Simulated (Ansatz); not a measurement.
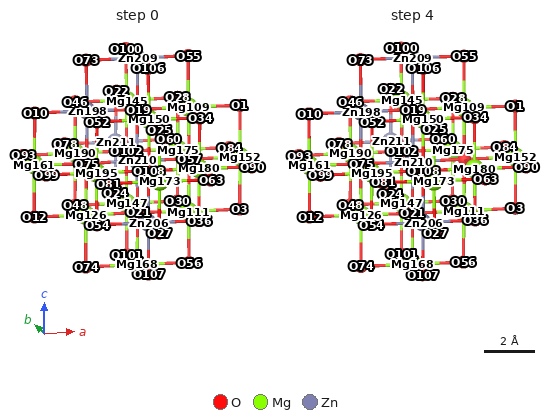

The structure of solid O₁₀₈Mg₈₇Zn₂₁ (a generated structure, set up in P1) before (left) and after (right) a relaxation, at one scale.

The picture is a ball-and-stick view of the atoms within 5.0 Å of the atom that moves most (axes of the cell of the calculation), seen slightly off an axis.

The calculation used DFT, PBEsol, PAW, plane waves in Ansatz. Settings: plane-wave cutoff 420 eV; k-point mesh 1 × 1 × 1; mesh shifted by (0.5, 0.5, 0.5); no spin polarisation; cell relaxed at fixed shape; force threshold 0.03 eV/Å; at most 80 steps.

Summarise the run.

Over 4 geometry steps the energy falls by 8.9 meV per atom. The largest force component goes from 0.93 to 0.003 eV/Å. The pressure goes from 0.53 to 0.00 GPa. The largest move is that of Zn210, 0.089 Å along [2 1 −3]. Largest moves by element: Zn 0.089 Å, O 0.079 Å, Mg 0.076 Å. The cell doesn't change. Near-neighbour distances that change, for instance: O19–Zn210 2.059 → 2.135 Å, O75–Mg190 2.166 → 2.099 Å, O19–Zn198 2.072 → 2.137 Å, O84–Mg152 2.053 → 2.114 Å. Among the angles between lasting bonds that change: O21–Zn210–O57 86.8° → 90.6°, Mg111–O21–Zn210 92.8° → 89.2°, O19–Zn210–O108 92.6° → 89.3°. The space group stays P1 (No. 1). The run took 15 s on 1 × NVIDIA GB300 Max-Q with 32 threads of Arm Neoverse-V2, peak memory 2.7 GiB.
